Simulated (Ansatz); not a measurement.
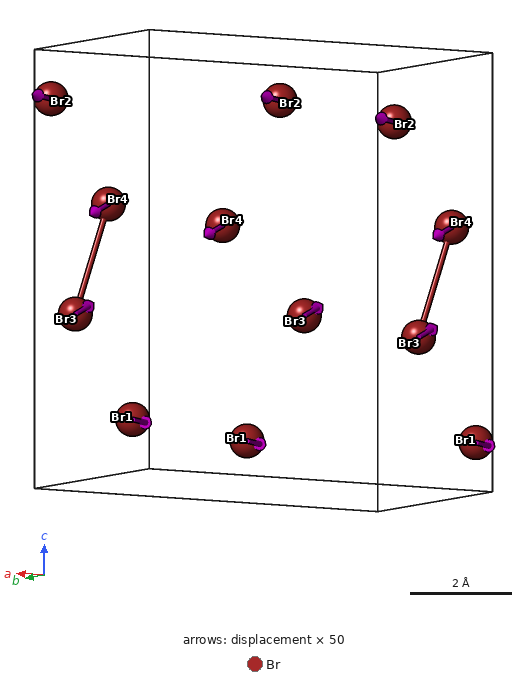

This is a relaxation of crystalline Br (built on the solid type). The starting structure is drawn; purple arrows show the displacements (the part carried along by the change of the cell is left out), magnified 50 times.

The picture is a ball-and-stick view of the conventional cell (2 times the calculation's cell), seen from a free direction. Lengths and directions refer to the drawn axes.

Case: volume 38.462 Å^3/atom.

Level of theory: DFT PBE, spin-orbit coupling, plane waves, PAW in Ansatz. (plane-wave cutoff 420 eV; k-point mesh 6 × 6 × 4; occupations gaussian; smearing width 0.05 eV; spin-orbit; cell relaxed at fixed volume; force threshold 0.04 eV/Å; at most 40 steps)

**Describe the change and its energy.**

The largest moves relative to the cell, 0.015 Å, are those of Br1, Br2, Br3 and Br4. Br2 goes roughly along +b. The drawn cell changes at constant volume: a 8.082 → 8.239 Å (+1.9 %), b 4.318 → 4.279 Å (−0.9 %), c 8.817 → 8.728 Å (−1.0 %). Some distances before and after: Br1–Br2 2.438 → 2.393 Å. The space group stays Cmce (No. 64). After 3 accepted moves (4 points after the start) the energy has fallen by 22.9 meV per cell of the calculation. Largest force component: 0.24 eV/Å at the start, 0.011 eV/Å at the end. Pressure: −0.89 GPa at the start and 0.04 GPa at the end. At 1 point the geometry stayed and the basis and grid were re-selected for the new cell (energy shift of less than 0.05 meV per cell of the calculation at most each time).
